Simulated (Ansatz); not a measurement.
```cif
data_structure
_symmetry_space_group_name_H-M 'P 1'
_symmetry_Int_Tables_number 1
_cell_length_a 3.1137
_cell_length_b 3.1137
_cell_length_c 4.9834
_cell_angle_alpha 90.000
_cell_angle_beta 90.000
_cell_angle_gamma 120.000
_cell_volume 41.84
loop_
_atom_site_label
_atom_site_type_symbol
_atom_site_fract_x
_atom_site_fract_y
_atom_site_fract_z
_atom_site_occupancy
Al1 Al 0.33333 0.66667 0.00151 1
Al2 Al 0.66667 0.33333 0.50151 1
N1 N 0.33333 0.66667 0.38349 1
N2 N 0.66667 0.33333 0.88349 1
```

Space group P6₃mc.

Method: DFT PBEsol, scalar-relativistic, plane waves, PAW (Ansatz).

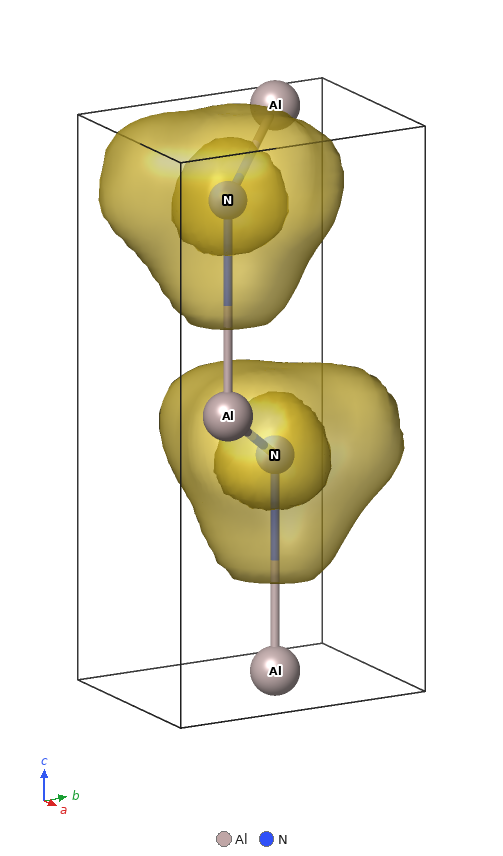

AlN. Isosurface of the ELF at 0.75 (yellow), seen slightly off an axis. Only the valence region is drawn (cores and ρ < 0.01 e/Å³ removed). Sticks mark near contacts.

In a PAW calculation such maps are meaningful between the atoms, not at the nuclei.

Where are the electrons localised?

The surface consists of two regions on N in which the atom's valence shell and bonds are merged, counted in one cell of 4 atoms. Regions shared between cells count once. Profiles from the grid: Al–N (1.89 Å): the ELF peaks at about 0.90 in the valence shell of N, 0.8 Å from its nucleus, and is about 0.85 at the midpoint.

Does the calculation give a band gap?

It is gapped, with a Kohn–Sham gap of 4.1 eV on the k-point mesh (the band edges may lie off the mesh, which would make the gap smaller).
